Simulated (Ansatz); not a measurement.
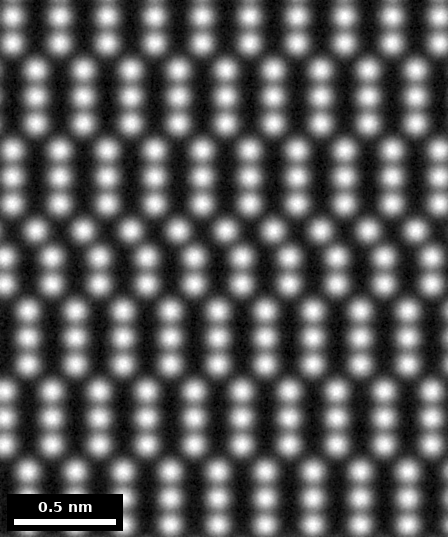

Dark-field STEM-like image of Pt (P6/mmm, No. 191) along [101]. The image is simulated as a sum over atoms of Z^1.6, blurred by a 0.80 Å probe (no channelling). The probe carries 25 % of its weight in a tail 2.5 times as wide. The display is stretched by a gamma of 0.65; percentages refer to the linear signal. Shot noise was added.

One planar defect was built into the perfect crystal by geometry alone, without relaxation. Host structure: the input geometry of an electronic-structure calculation (not necessarily at equilibrium); the starting structure was generated, so it need not be a known form of this composition.

**Find the planar defect and say what kind it is.**

A planar fault (a stacking fault) runs horizontally about 12 Å below the top edge. The part above it is shifted along the boundary by 2/3 of the 2.33 Å repeat of the rows (1.6 Å to the right, the same as 0.8 Å to the left); both parts keep the same orientation.
